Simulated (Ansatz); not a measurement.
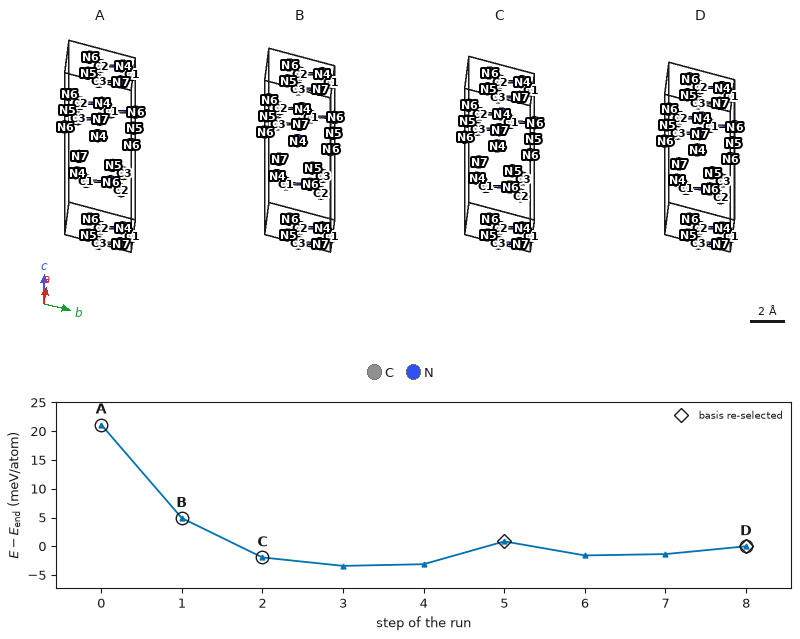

Frames of a relaxation of solid C₃N₄ (set up in R3m) (coarse preliminary run), marked on the history of the run. The picture is a ball-and-stick view of the conventional cell (3 times the calculation's cell), seen from a free direction. Lengths and directions refer to the drawn axes.

Theory: DFT LDA, scalar-relativistic, plane waves, PAW (Ansatz 0.2.0). (plane-wave cutoff 420 eV; k-point mesh 6 × 6 × 6; occupations gaussian; smearing width 0.1 eV; no spin polarisation; cell and atoms relaxed; force threshold 0.05 eV/Å; at most 80 steps)

**Describe the path.**

Over 6 accepted moves (8 points after the start) the energy falls by 21.2 meV per atom. Largest force component: 0.62 eV/Å at the start, 0.039 eV/Å at the end. The pressure goes from −8.62 to −0.13 GPa. At 2 points the geometry stayed and the basis and grid were re-selected for the new cell (energy shift of 4.0 meV per atom at most each time). The largest moves relative to the cell, 0.005 Å, are those of C1, C2 and C3. C1 goes along [1 2 0]. Largest moves by element: C 0.005 Å, N 0.002 Å. Cell: a = b 4.784 → 4.726 Å (−1.2 %), c 10.707 → 9.283 Å (−13.3 %). Volume −15.4 %. Among the contacts that change: C1–N6 1.462 → 1.439 Å, C1–N4 1.327 → 1.314 Å. The space group stays R3m (No. 160). Cost: 30 s on 2 threads of Arm Neoverse V1, on a shared host, peak memory 0.36 GiB. From step 0 to 1: volume −6.4 %, energy −16.3 meV per atom. From step 1 to 2: volume −5.9 %, energy −6.8 meV per atom. From step 2 to 8: volume −4.0 %, energy +1.9 meV per atom.

| step | E − E(0), meV/atom | largest force component, eV/Å | pressure, GPa | volume, Å³/atom | note |
| --- | --- | --- | --- | --- | --- |
| 0 | 0.00 | 0.6235 | -8.62 | 10.107 |  |
| 1 | -16.25 | 0.3319 | -2.70 | 9.458 |  |
| 2 | -23.10 | 0.1107 | 0.43 | 8.904 |  |
| 3 | -24.56 | 0.0298 | 0.44 | 8.721 |  |
| 4 | -24.27 | 0.0116 | 0.05 | 8.769 |  |
| 5 | -20.31 | 0.0139 | -0.69 | 8.769 | same geometry, new basis |
| 6 | -22.75 | 0.0585 | 0.03 | 8.512 |  |
| 7 | -22.51 | 0.0381 | 0.02 | 8.549 |  |
| 8 | -21.16 | 0.0386 | -0.13 | 8.549 | same geometry, new basis |
